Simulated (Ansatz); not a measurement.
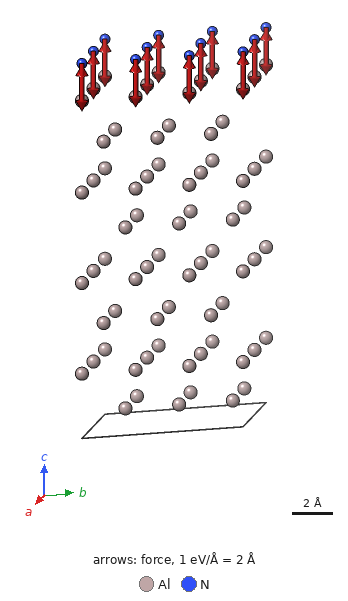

Starting geometry of a slab of composition Al₈N (cut from the P6_3/mmc phase) with the computed forces as red arrows. A ball-and-stick model of the 2 × 3 repeat of the cell, outlined in the plane, without the vacuum, seen slightly off an axis.

Case: N put at a top Al site. The slab is the (0 0 1) face of Al with N on it. 4 atoms are held fixed.

Level of theory: DFT PBEsol, scalar-relativistic, plane waves, PAW in Ansatz. Settings: plane-wave cutoff 420 eV; k-point mesh 12 × 12 × 1; occupations gaussian; smearing width 0.1 eV; no spin polarisation; dipole correction; atoms relaxed in a fixed cell; force threshold 0.03 eV/Å; at most 70 steps.

Is this structure relaxed? If not, where do the atoms go?

It isn't relaxed: the largest force vector, on the N atom, is 1.24 eV/Å. The final displacements have little in common with the starting forces (cosine between the two patterns 0.24). The atom that moves furthest is the N atom (0.35 Å along the normal (−c)). By element the largest moves are N 0.35 Å, Al 0.26 Å. The cell stays as it was. Some distances before and after: Al–N 1.920 → 1.827 Å. The energy falls by 94.5 meV per cell of the calculation in 3 accepted moves (4 points after the start). Largest force component: 1.2 eV/Å at the start, 0.015 eV/Å at the end. 1 step only repeated the SCF at the same geometry. The run took 25 s on 1 thread of AMD EPYC 9R45 96-Core Processor (Zen 5), on a shared host, peak memory 0.51 GiB.

Limits of the set-up: the cell has an odd number of electrons but was run without spin polarisation; the periodic images lie only 2.8 Å apart, so the values are limited by the cell's size.
